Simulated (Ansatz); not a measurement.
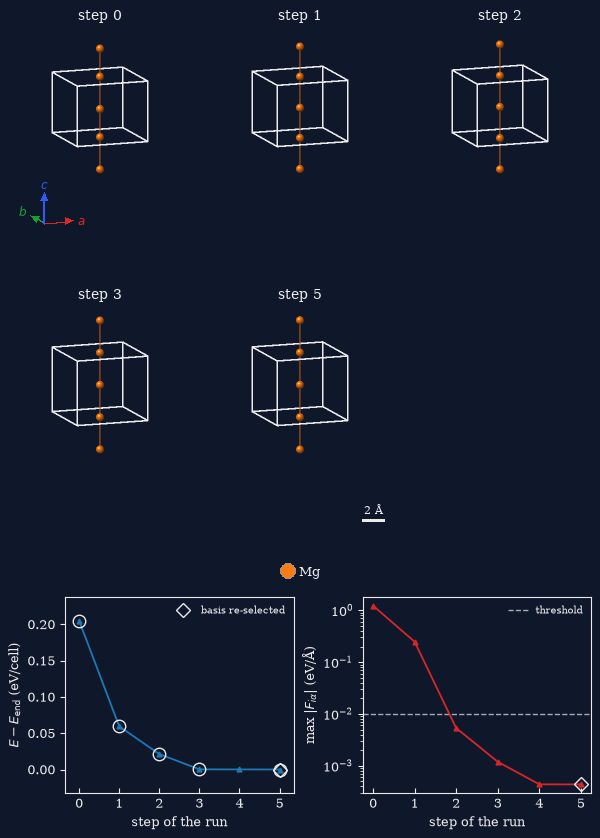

Frames of a relaxation of a wire of composition Mg, marked on the history of the run. The picture is a ball-and-stick view of the cell of the calculation, with the vacuum cut short, seen slightly off an axis.

Case: dimerised chain of atoms.

These are results of DFT PBE, scalar-relativistic, plane waves, PAW in Ansatz 0.2.0, not measurements. (plane-wave cutoff 420 eV; k-point mesh 1 × 1 × 11; occupations gaussian; smearing width 0.05 eV; collinear spin; cell relaxed at fixed a, b, alpha, beta, gamma; force threshold 0.01 eV/Å; at most 45 steps)

Describe the path.

Answer. The largest moves relative to the layer's centre, 0.11 Å, are those of Mg atoms. Along the periodic axis the drawn cell goes c 5.756 → 6.154 Å (+6.9 %). Some distances before and after: Mg–Mg 2.676 → 3.077 Å. Over 4 accepted moves (5 points after the start) the energy falls by 0.205 eV per cell of the calculation. Largest force component: 1.2 eV/Å at the start, 0.00044 eV/Å at the end. At 1 point the geometry stayed and the basis and grid were re-selected for the new cell (energy shift of 0.1 meV per cell of the calculation at most each time). The program noted that the starting moments weren't kept. From step 0 to 1: Mg atoms move most (0.08 Å), energy −0.146 eV per cell of the calculation. From step 1 to 2: Mg atoms move most (0.02 Å), energy −38.3 meV per cell of the calculation. From step 2 to 3: energy −21.1 meV per cell of the calculation. From step 3 to 5: energy −0.2 meV per cell of the calculation.

```
step  E − E(0), meV/atom  largest force component, eV/Å                      note
   0                0.00                         1.2290                          
   1              -72.82                         0.2481                          
   2              -91.96                         0.0054                          
   3             -102.49                         0.0012                          
   4             -102.55                         0.0004                          
   5             -102.60                         0.0004  same geometry, new basis
```

Limits of the set-up: the k-point mesh is coarse for a cell with partly filled bands.
